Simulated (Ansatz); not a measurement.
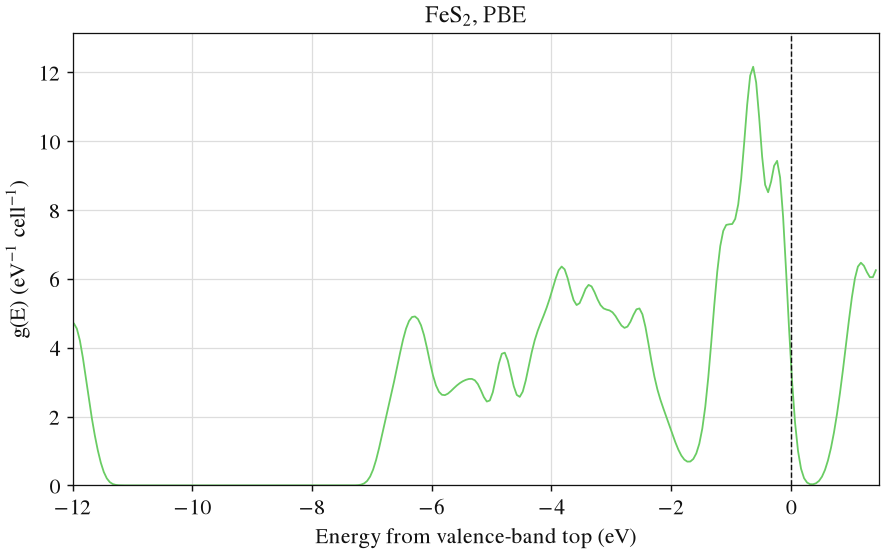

Density of states. Energies are counted from the top of the valence band. The curve is built from the levels of the k mesh with Gaussians 0.3 eV wide, which also blur the band edges.

This input was run:

```
crystal:
  lattice:
    - [4.6084848242, 0.0, 0.0]
    - [0.0, 5.6171220509, 0.0]
    - [0.0, 0.0, 3.514744203]
  atoms:
    - { symbol: Fe, position: [0.5, 0.5, 0.5] }
    - { symbol: Fe, position: [0.0, 0.0, 0.0] }
    - { symbol: S, position: [0.2993431453, 0.8795675738, 0.5] }
    - { symbol: S, position: [0.7006568547, 0.1204324262, 0.5] }
    - { symbol: S, position: [0.2006568547, 0.3795675738, 0.0] }
    - { symbol: S, position: [0.7993431453, 0.6204324262, 0.0] }
kpoints:
  mp_grid: { grid: [6, 6, 8] }
  band_path:
    path:
      - [0.0, 0.0, 0.0]
      - [0.5, 0.0, 0.0]
      - [0.5, 0.5, 0.0]
      - [0.0, 0.5, 0.0]
      - [0.0, 0.0, 0.5]
      - [0.5, 0.0, 0.5]
      - [0.5, 0.5, 0.5]
      - [0.0, 0.5, 0.5]
      - [0.0, 0.5, 0.35]
      - [0.0, 0.453125, 0.244792]
    npoints: 1
hamiltonian:
  xc: pbe
scf:
  occupations: { method: fermi_dirac, width: 0.02 }
  n_extra_bands: 5
output:
  forces: true
  stress: true
  eigenvalues: true
  write_density: true
  write_potential: true
  elf: true
  volumetric_format: npy
```

Command:
```bash
ansatz run input.yaml --threads 4 --pin off --max-ram 4608MiB --backend cpu --events-out ev --progress --plain --runs-dir out
```

Is there a gap at the Fermi level, and how wide?

Answer. There is a gap; over the k points computed it is 0.61 eV (indirect; the smallest direct gap is 0.86 eV).

Where is the tallest peak of the filled states in the window?

Answer. Within the window shown, the tallest peak of the filled states lies 0.6 eV under the valence-band top, at about 12 states per eV and cell.

How wide is the upper valence band?

Answer. The upper group of valence states starts about 6.9 eV under the valence-band top, with a gap beneath it; it holds about 32 electrons a cell.

The atoms aren't at rest in this cell (largest force 0.4 eV/Å), so the relaxed material can differ. The cell is at −13 GPa in this functional.
